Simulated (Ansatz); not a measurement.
## Mo: geometry relaxation (part 3 of 3)

The same run, continued: Mo (slab, 16 atoms in the cell); DFT PBEsol, scalar-relativistic, plane waves, PAW, no spin polarisation (Ansatz 0.2.0); cutoff 420 eV, 11×5×1 k-mesh, Gaussian smearing of 0.1 eV. The structure derives from an entry of the Crystallography Open Database. It belongs to a series of runs on one base structure; here: (2 1 0) slab, atoms relaxed.

Geometry of the input (Å; fractional positions):
```
3.1293  0.0000  0.0000
0.0000  6.9973  0.0000
0.0000  0.0000  25.4960
Mo 0.5000  0.7000  0.2942
Mo 0.0000  0.4000  0.3216
Mo 0.5000  0.1000  0.3491
Mo 0.0000  0.8000  0.3765
Mo 0.5000  0.5000  0.4039
Mo 0.0000  0.2000  0.4314
Mo 0.5000  0.9000  0.4588
Mo 0.0000  0.6000  0.4863
Mo 0.5000  0.3000  0.5137
Mo 0.0000  0.0000  0.5412
Mo 0.5000  0.7000  0.5686
Mo 0.0000  0.4000  0.5961
Mo 0.5000  0.1000  0.6235
Mo 0.0000  0.8000  0.6509
Mo 0.5000  0.5000  0.6784
Mo 0.0000  0.2000  0.7058
```

Trajectory as extended XYZ (Å, eV, eV/Å), 7 frames, from step=1 to step=7:
```
16
Lattice="3.1293 0.0000 0.0000 0.0000 6.9973 0.0000 0.0000 0.0000 25.4960" Properties=species:S:1:pos:R:3:forces:R:3 step=1 energy=-78349.33320
Mo    1.5647    4.8981    7.5000    0.0000  -0.7779   1.9813
Mo    0.0000    2.7989    8.1997    0.0000   0.8127   0.3755
Mo    1.5647    0.6997    8.8995    0.0000   0.1284  -0.0324
Mo    0.0000    5.5979    9.5992    0.0000   0.0480  -1.1869
Mo    1.5647    3.4987   10.2989    0.0000  -0.1137  -0.6946
Mo    0.0000    1.3995   10.9987    0.0000  -0.0892  -0.4745
Mo    1.5647    6.2976   11.6984    0.0000  -0.2306   0.1756
Mo    0.0000    4.1984   12.3981    0.0000  -0.0495   0.1465
Mo    1.5647    2.0992   13.0979    0.0000   0.0495  -0.1465
Mo    0.0000    0.0000   13.7976    0.0000   0.2306  -0.1756
Mo    1.5647    4.8981   14.4973    0.0000   0.0891   0.4745
Mo    0.0000    2.7989   15.1971    0.0000   0.1137   0.6946
Mo    1.5647    0.6997   15.8968    0.0000  -0.0480   1.1869
Mo    0.0000    5.5979   16.5965    0.0000  -0.1284   0.0323
Mo    1.5647    3.4987   17.2963    0.0000  -0.8127  -0.3755
Mo    0.0000    1.3995   17.9960    0.0000   0.7779  -1.9813
16
Lattice="3.1293 0.0000 0.0000 0.0000 6.9973 0.0000 0.0000 0.0000 25.4960" Properties=species:S:1:pos:R:3:forces:R:3 step=2 energy=-78349.92849
Mo    1.5647    4.8262    7.6811    0.0000  -0.0819  -0.1323
Mo    0.0000    2.8425    8.2406    0.0000  -0.0018  -0.1469
Mo    1.5647    0.7197    8.8821    0.0000   0.2565   0.2327
Mo    0.0000    5.6155    9.5378    0.0000   0.1218   0.1186
Mo    1.5647    3.5015   10.2563    0.0000  -0.3627   0.8068
Mo    0.0000    1.3914   10.9584    0.0000  -0.0321  -0.1015
Mo    1.5647    6.2777   11.7003    0.0000  -0.0899   0.1316
Mo    0.0000    4.1929   12.4091    0.0000   0.1070  -0.1454
Mo    1.5647    2.1047   13.0869    0.0000  -0.1071   0.1453
Mo    0.0000    0.0199   13.7957    0.0000   0.0900  -0.1317
Mo    1.5647    4.9062   14.5376    0.0000   0.0322   0.1016
Mo    0.0000    2.7961   15.2397    0.0000   0.3626  -0.8066
Mo    1.5647    0.6821   15.9583    0.0000  -0.1217  -0.1186
Mo    0.0000    5.5779   16.6139    0.0000  -0.2565  -0.2329
Mo    1.5647    3.4551   17.2555    0.0000   0.0017   0.1469
Mo    0.0000    1.4714   17.8149    0.0000   0.0819   0.1319
16
Lattice="3.1293 0.0000 0.0000 0.0000 6.9973 0.0000 0.0000 0.0000 25.4960" Properties=species:S:1:pos:R:3:forces:R:3 step=3 energy=-78349.97196
Mo    1.5647    4.7802    7.7471    0.0000  -0.1335  -0.0192
Mo    0.0000    2.8117    8.3120    0.0000   0.0238  -0.2721
Mo    1.5647    0.7005    8.9471    0.0000   0.1339   0.0026
Mo    0.0000    5.5805    9.5950    0.0000   0.0580  -0.0853
Mo    1.5647    3.4440   10.3524    0.0000   0.1112  -0.0558
Mo    0.0000    1.3478   10.9924    0.0000   0.1802  -0.2265
Mo    1.5647    6.2518   11.7282    0.0000   0.0101  -0.1360
Mo    0.0000    4.1929   12.4228    0.0000   0.1367  -0.2977
Mo    1.5647    2.1047   13.0732    0.0000  -0.1366   0.2976
Mo    0.0000    0.0458   13.7679    0.0000  -0.0101   0.1359
Mo    1.5647    4.9498   14.5036    0.0000  -0.1803   0.2265
Mo    0.0000    2.8536   15.1436    0.0000  -0.1110   0.0555
Mo    1.5647    0.7171   15.9010    0.0000  -0.0581   0.0854
Mo    0.0000    5.5971   16.5489    0.0000  -0.1340  -0.0025
Mo    1.5647    3.4859   17.1840    0.0000  -0.0238   0.2721
Mo    0.0000    1.5174   17.7489    0.0000   0.1334   0.0196
16
Lattice="3.1293 0.0000 0.0000 0.0000 6.9973 0.0000 0.0000 0.0000 25.4960" Properties=species:S:1:pos:R:3:forces:R:3 step=4 energy=-78349.96909 accepted=F
Mo    1.5647    4.7095    7.6856    0.0000   0.2157   0.1933
Mo    0.0000    2.8048    8.2725    0.0000   0.2215  -0.3064
Mo    1.5647    0.7957    8.9555    0.0000  -0.5353  -0.0311
Mo    0.0000    5.6046    9.5253    0.0000   0.0559   0.1429
Mo    1.5647    3.4898   10.3436    0.0000   0.0371  -0.0044
Mo    0.0000    1.3868   10.9826    0.0000  -0.0504  -0.0121
Mo    1.5647    6.2716   11.7155    0.0000  -0.0553  -0.1228
Mo    0.0000    4.2019   12.3991    0.0000   0.1367  -0.0662
Mo    1.5647    2.0957   13.0969    0.0000  -0.1367   0.0663
Mo    0.0000    0.0260   13.7805    0.0000   0.0553   0.1229
Mo    1.5647    4.9108   14.5134    0.0000   0.0504   0.0120
Mo    0.0000    2.8078   15.1524    0.0000  -0.0371   0.0043
Mo    1.5647    0.6931   15.9707    0.0000  -0.0559  -0.1429
Mo    0.0000    5.5019   16.5405    0.0000   0.5356   0.0311
Mo    1.5647    3.4929   17.2235    0.0000  -0.2215   0.3065
Mo    0.0000    1.5881   17.8104    0.0000  -0.2159  -0.1934
16
Lattice="3.1293 0.0000 0.0000 0.0000 6.9973 0.0000 0.0000 0.0000 25.4960" Properties=species:S:1:pos:R:3:forces:R:3 step=5 energy=-78350.02605
Mo    1.5647    4.7709    7.7148    0.0000  -0.0450   0.0247
Mo    0.0000    2.8244    8.2676    0.0000   0.0977  -0.1448
Mo    1.5647    0.7446    8.9356    0.0000  -0.0238   0.0281
Mo    0.0000    5.6048    9.5622    0.0000   0.0079  -0.0112
Mo    1.5647    3.4747   10.3329    0.0000  -0.0235   0.0715
Mo    0.0000    1.3742   10.9756    0.0000   0.0750  -0.0670
Mo    1.5647    6.2670   11.7150    0.0000  -0.0363   0.0073
Mo    0.0000    4.2023   12.4043    0.0000   0.0283  -0.0550
Mo    1.5647    2.0953   13.0917    0.0000  -0.0282   0.0550
Mo    0.0000    0.0306   13.7811    0.0000   0.0363  -0.0073
Mo    1.5647    4.9234   14.5204    0.0000  -0.0750   0.0670
Mo    0.0000    2.8229   15.1631    0.0000   0.0235  -0.0716
Mo    1.5647    0.6928   15.9338    0.0000  -0.0079   0.0112
Mo    0.0000    5.5530   16.5604    0.0000   0.0238  -0.0280
Mo    1.5647    3.4732   17.2285    0.0000  -0.0977   0.1448
Mo    0.0000    1.5268   17.7812    0.0000   0.0449  -0.0246
16
Lattice="3.1293 0.0000 0.0000 0.0000 6.9973 0.0000 0.0000 0.0000 25.4960" Properties=species:S:1:pos:R:3:forces:R:3 step=6 energy=-78350.03315
Mo    1.5647    4.7663    7.7103    0.0000  -0.0197  -0.0229
Mo    0.0000    2.8386    8.2410    0.0000   0.0243   0.0065
Mo    1.5647    0.7502    8.9399    0.0000   0.0105  -0.0067
Mo    0.0000    5.6088    9.5579    0.0000   0.0152   0.0509
Mo    1.5647    3.4794   10.3346    0.0000  -0.0237  -0.0325
Mo    0.0000    1.3838   10.9652    0.0000  -0.0003   0.0035
Mo    1.5647    6.2662   11.7169    0.0000   0.0007   0.0074
Mo    0.0000    4.2066   12.3992    0.0000  -0.0177   0.0418
Mo    1.5647    2.0911   13.0968    0.0000   0.0177  -0.0418
Mo    0.0000    0.0314   13.7791    0.0000  -0.0007  -0.0074
Mo    1.5647    4.9138   14.5308    0.0000   0.0003  -0.0034
Mo    0.0000    2.8182   15.1614    0.0000   0.0237   0.0325
Mo    1.5647    0.6888   15.9381    0.0000  -0.0152  -0.0509
Mo    0.0000    5.5474   16.5561    0.0000  -0.0105   0.0067
Mo    1.5647    3.4590   17.2551    0.0000  -0.0243  -0.0065
Mo    0.0000    1.5313   17.7857    0.0000   0.0197   0.0229
16
Lattice="3.1293 0.0000 0.0000 0.0000 6.9973 0.0000 0.0000 0.0000 25.4960" Properties=species:S:1:pos:R:3:forces:R:3 step=7 energy=-78350.03390
Mo    1.5647    4.7683    7.7085    0.0000  -0.0008   0.0083
Mo    0.0000    2.8453    8.2397    0.0000   0.0047  -0.0026
Mo    1.5647    0.7526    8.9393    0.0000  -0.0086   0.0066
Mo    0.0000    5.6118    9.5640    0.0000   0.0023  -0.0052
Mo    1.5647    3.4802   10.3322    0.0000  -0.0004   0.0039
Mo    0.0000    1.3848   10.9642    0.0000   0.0048  -0.0041
Mo    1.5647    6.2661   11.7183    0.0000  -0.0001   0.0011
Mo    0.0000    4.2048   12.4029    0.0000   0.0017  -0.0016
Mo    1.5647    2.0928   13.0931    0.0000  -0.0017   0.0016
Mo    0.0000    0.0315   13.7777    0.0000   0.0001  -0.0012
Mo    1.5647    4.9128   14.5318    0.0000  -0.0048   0.0041
Mo    0.0000    2.8174   15.1638    0.0000   0.0004  -0.0040
Mo    1.5647    0.6858   15.9320    0.0000  -0.0023   0.0053
Mo    0.0000    5.5450   16.5567    0.0000   0.0086  -0.0066
Mo    1.5647    3.4523   17.2563    0.0000  -0.0048   0.0026
Mo    0.0000    1.5293   17.7875    0.0000   0.0008  -0.0083
```

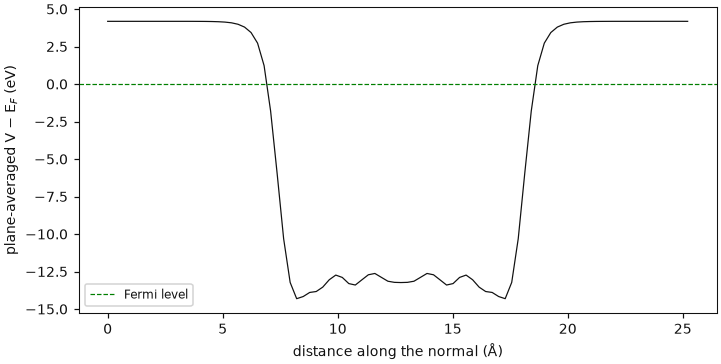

**Figure 1.** Plane average of the electrostatic potential energy of an electron across the cell, from the Fermi level. The vacuum level lies 4.18 eV above the Fermi level.

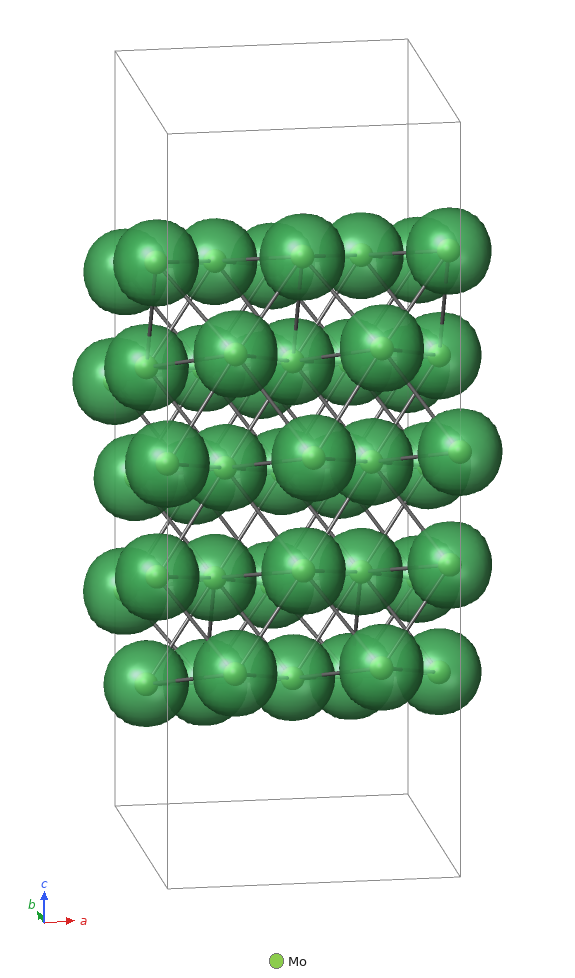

**Figure 2.** Isosurface of the valence charge density (pseudo) at 1 e/Å³ (green), seen at an oblique angle. Sticks mark near contacts. At this value the density breaks into separate islands; it holds about 65 % of the electrons treated as valence (semicore included). It is pinched off along the Mo–Mo (2.54 Å), Mo–Mo (2.64 Å), Mo–Mo (2.68 Å) and Mo–Mo (2.72 Å) contacts. On the grid the lowest density along these lines, outside the cores, is 0.55 e/Å³ (Mo–Mo, 2.54 Å), 0.46 e/Å³ (Mo–Mo, 2.64 Å), 0.41 e/Å³ (Mo–Mo, 2.68 Å) and 0.38 e/Å³ (Mo–Mo, 2.72 Å). The fields are those of the smooth PAW valence density.

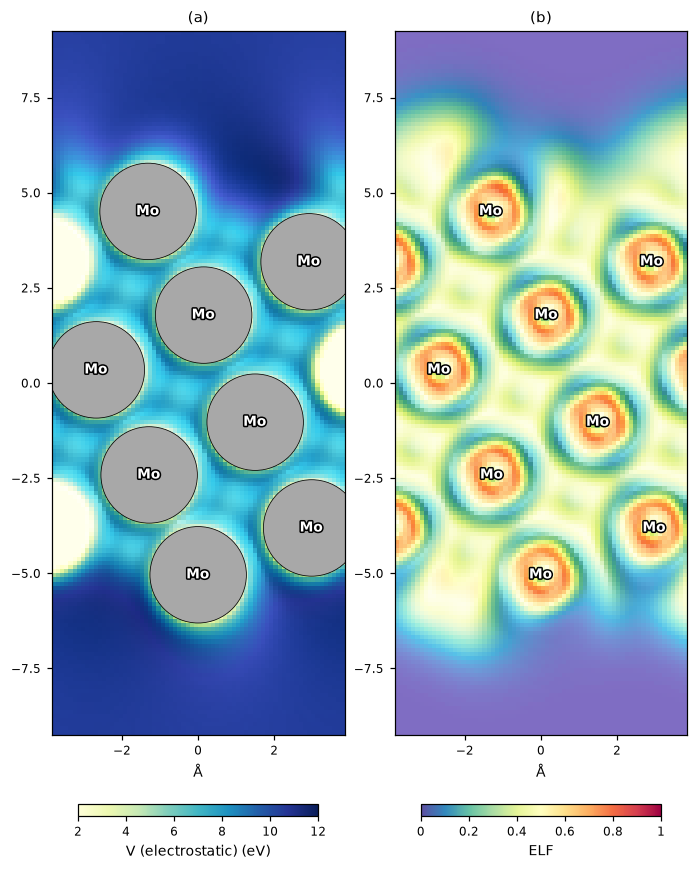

**Figure 3.** (a) electrostatic potential energy of an electron; (b) electron localisation function on the (100) plane of the calculation cell, a cut from vacuum to vacuum. Grey discs, where drawn, cover atomic cores. Atoms in the plane: Mo. Mo–Mo (2.92 Å): the ELF is about 0.35 at the midpoint (no shared electron pair). The strong features right at Mo lie inside the PAW spheres (semicore, d or f shells) and say nothing about bonding.

Summary:

```csv
quantity,value
outcome,converged
electrons treated,224
free energy,−78350.0339 eV
"work function, top face",4.18 eV
"work function, bottom face",4.18 eV
Fermi energy,7.111 eV
gap on the k-point mesh,none (metallic)
final volume,558.28 Å³
work function (upper face),4.18 eV
largest force (length of the vector) at the end,0.011 eV/Å
wall time,6.7 min (CPU time 27 min)
peak memory,2.2 GiB
```

Remarks:

Warnings of the run: the exchange-correlation potential is rough where the density is thin.
